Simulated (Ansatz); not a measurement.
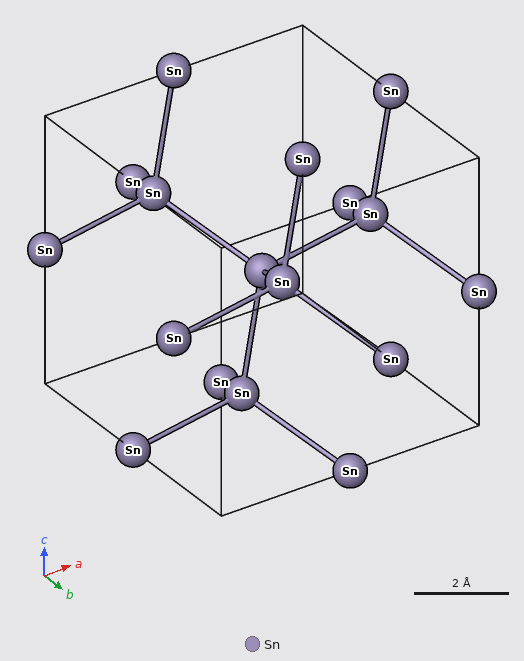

Phonons of a crystal of Sn, space group Fd-3m (No. 227), at the zone centre of a doubled cell. A ball-and-stick model of the conventional cell (2 times the calculation's cell), seen from a free direction. Lengths and directions refer to the drawn axes.

Theory: DFT PBE, scalar-relativistic, plane waves, PAW (Ansatz 0.2.0). (plane-wave cutoff 420 eV; k-point mesh 14 × 14 × 10; occupations gaussian; smearing width 0.15 eV; no spin polarisation)

> Give the spectrum at this point.

The calculation's cell holds 4 atoms, so there are 9 modes besides the translations, in 5 levels. No level is unstable.

```tsv
level	degeneracy	frequency (cm⁻¹)	origin
1	2	37	zone boundary
2	2	140	zone boundary
3	2	166	zone boundary
4	1	173	zone centre
5	2	174	zone centre
```

The displacement patterns (one member of each degenerate set):

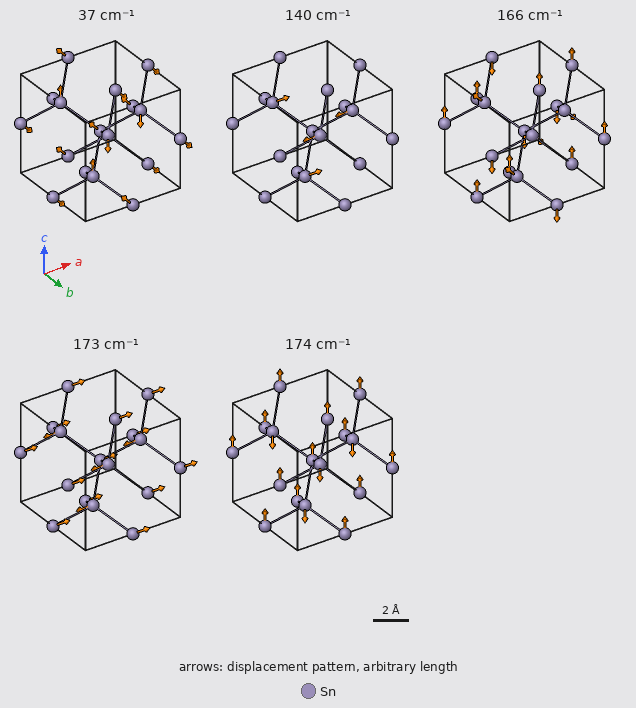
